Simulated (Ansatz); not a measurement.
# A series of single points on Ta

System: Ta (2 atoms in the cell).
Method: DFT PBEsol, scalar-relativistic, plane waves, PAW, no spin polarisation (Ansatz 0.2.0).

The 8 runs differ only in the geometry, by a strain of the cell at fixed fractional positions. Against run 5, the strain is εzz = η. The structure derives from a Materials Project entry.

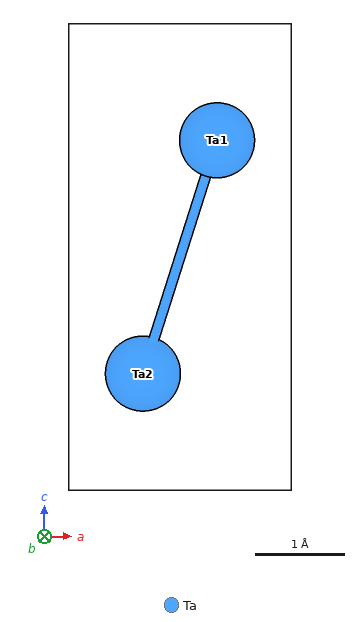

Figure 1. The structure of run 5 (ball-and-stick view of the cell of the calculation, along the b axis; atoms are numbered from 1 in the order of the input). An atom can appear more than once, as a periodic image.

## Input of run 5
```yaml
crystal:
  lattice:
    - [2.9003720726, 0.0, 0.0]
    - [-1.4501860363, 2.5117958953, 0.0]
    - [0.0, 0.0, 5.26959948]
  atoms:
    - { symbol: Ta, position: [0.6666666667, 0.3333333333, 0.75] }
    - { symbol: Ta, position: [0.3333333333, 0.6666666667, 0.25] }
basis:
  ecutwfc: 420
kpoints:
  mp_grid: { grid: [18, 18, 10] }
hamiltonian:
  xc: pbesol
scf:
  occupations: { method: gaussian, width: 0.15 }
output:
  forces: true
  stress: true
  eigenvalues: true
```

Command:
```bash
ansatz run input.yaml --threads 1 --pin off --max-ram 2560MiB --backend cpu --events-out ev --progress --plain --runs-dir out
```

Lattice vectors (Å) and fractional positions of run 5:
```
   2.900372    0.000000    0.000000
  -1.450186    2.511796    0.000000
   0.000000    0.000000    5.269599
Ta  0.666667  0.333333  0.750000
Ta  0.333333  0.666667  0.250000
```

Run 3 differs from it as follows:
```diff
-    - [0.0, 0.0, 5.26959948]
+    - [0.0, 0.0, 5.06294852]
```

## Results, with one run withheld

| run | strain parameter η (%) | free energy per atom, from the lowest run given (meV) | pressure (GPa) |
| --- | --- | --- | --- |
| 1 | −5.8824 | 4.00 | 0.31 |
| 2 | −4.9020 | 0.00 | −1.72 |
| 3 | −3.9216 | ? | ? |
| 4 | −0.9804 | 19.26 | −8.67 |
| 5 | 0.0000 | 32.20 | −10.12 |
| 6 | 0.9804 | 48.00 | −11.47 |
| 7 | 1.4706 | 56.92 | −12.11 |
| 8 | 1.9608 | 66.48 | −12.72 |

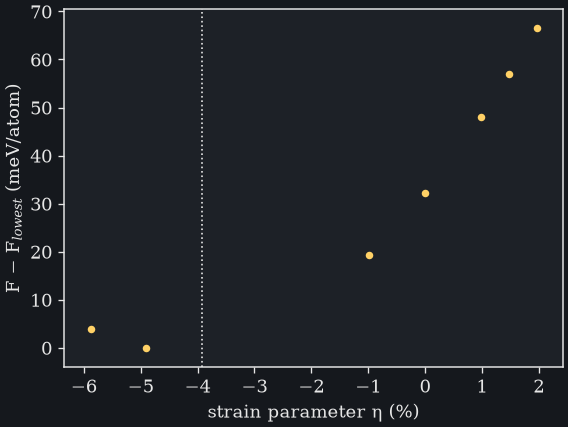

Figure 2. Free energy per atom of the runs given; the dotted line marks run 3.

Estimate the energy of run 3 from the others.

A cubic polynomial in the coordinate, fitted to the 7 runs given, misses them by at most 0.04 meV per atom. With x = η + 1.0504, it reads F = 18.492 + 11.389 x + 1.5989 x² − 0.028554 x³ (meV per atom). At run 3 it gives −0.35 meV per atom, and the run itself gives −0.37. The fit has its minimum at η = −4.3247 %.

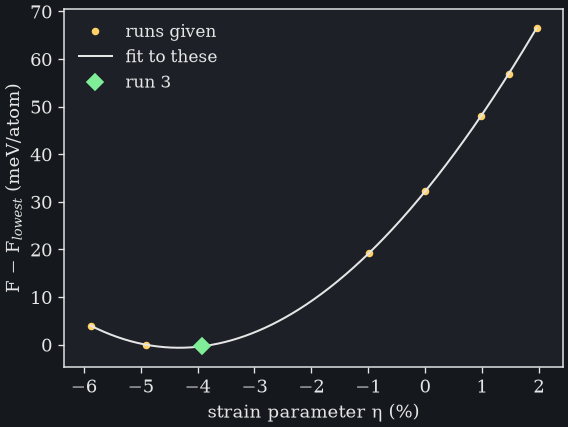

Figure 3. The fit and the withheld run.

## Output, shortened to warnings, some set-up lines, iterations and results (run 3)
```
Basis set: ecut = 420 eV, 713 PW (Γ), exchange–correlation on 40×40×72 points (8 copies of the dense FFT grid, shifted against one another)
Symmetry: 24 space group operations
k-points: 222 of 3240
Initial density: superposition of atomic densities (neutral atoms: chi_scale 0, normalization atom), corrected by the library's trained network
[...]
SCF iter   1: F=—  HF=-19612.409116 eV  |F-HF|=—  |Δ(HF+E_count)|=         —  Δρ=6.36e-3  dr2=9.89e-3  ethr=1.77e-3  ⟨swp⟩=5.0  Hψ=16596  notcnv=0
SCF iter   2: F=—  HF=-19612.407467 eV  |F-HF|=—  |Δ(HF+E_count)|=   1.65e-3  Δρ=3.87e-3  dr2=4.28e-3  ethr=3.80e-5  ⟨swp⟩=1.5  Hψ=5945  notcnv=0
SCF iter   3: F=—  HF=-19612.406229 eV  |F-HF|=—  |Δ(HF+E_count)|=   1.24e-3  Δρ=4.58e-4  dr2=3.86e-5  ethr=1.65e-5  ⟨swp⟩=2.0  Hψ=4686  notcnv=0
SCF iter   4: F=—  HF=-19612.406228 eV  |F-HF|=—  |Δ(HF+E_count)|=   1.22e-6  Δρ=1.29e-4  dr2=3.00e-6  ethr=1.49e-7  ⟨swp⟩=2.4  Hψ=6384  notcnv=0
SCF iter   5: F=-19612.406228 eV  HF=-19612.406228 eV  |F-HF|=1.63e-8  |Δ(HF+E_count)|=   3.10e-7  Δρ=1.92e-5  dr2=6.72e-8  ethr=1.15e-8  ⟨swp⟩=1.8  Hψ=4497  notcnv=0
SCF iter   6: F=-19612.406228 eV  HF=-19612.406228 eV  |F-HF|=1.26e-9  |Δ(HF+E_count)|=   8.35e-9  Δρ=3.83e-6  dr2=2.83e-9  ethr=2.59e-10  ⟨swp⟩=2.9  Hψ=12536  notcnv=0
SCF 1 converged in 6 iterations: F = -19612.406228 eV  dr2 = 2.83e-9
SCF converged after 6 iterations
Free energy (F): -19612.406228 eV
Harris-Foulkes:  -19612.406228 eV  (|F-HF|=1.26e-9)
Internal energy: -19612.378132 eV  (E = F + TS)
E sigma→0 (E₀):  -19612.392180 eV
Entropy (-TS):   -0.028096 eV (-14.048 meV/atom)
Fermi energy:    18.405638 eV
--- Per-component energies (eV) ---
  E_band       = -222.603437
  E_kinetic    = 731.075478
  E_local      = -1132.235356  (includes V_loc(G=0)·N_el)
  E_nonlocal   = 34.773116
  E_hartree    = 390.168279
  E_xc         = -433.267554
  E_vxc        = -406.709863  (∫ρ·V_xc dr)
  E_paw        = -16544.775086  (= ΣΔE_a)
  E_vpaw       = -229.842920  (= ΣTr[D̂ρ^β])
  E_aug_tail   = 0.000284  (compensation charges beyond the density's cutoff)
  E_ewald      = -2658.544587
  E_core_change = 0.427293  (= ΣΔE_core)
  E_smearing   = -0.028096  (= −TS)
  E_closure    = 0.000000  (closes the sum)
  Σ components = -19612.406228   (vs F -19612.406228, Δ=0.00e0)
--- Forces (eV/Å), atoms counted from 1 ---
  atom   1  Ta     0.00000000     0.00000000     0.00000000
  atom   2  Ta    -0.00000000    -0.00000000     0.00000000
  max |Σ_I F_I| component: 1.16e-18 eV/Å
--- Stress (GPa, compression-positive) ---
       -4.840827      -0.000000       0.000000
        0.000000      -4.840827       0.000000
        0.000000       0.000000      -1.207541
  P = ⅓ Tr σ = -3.6297 GPa (-36.297 kbar)
```

Notes: Spin–orbit coupling is left out, which matters for Ta.
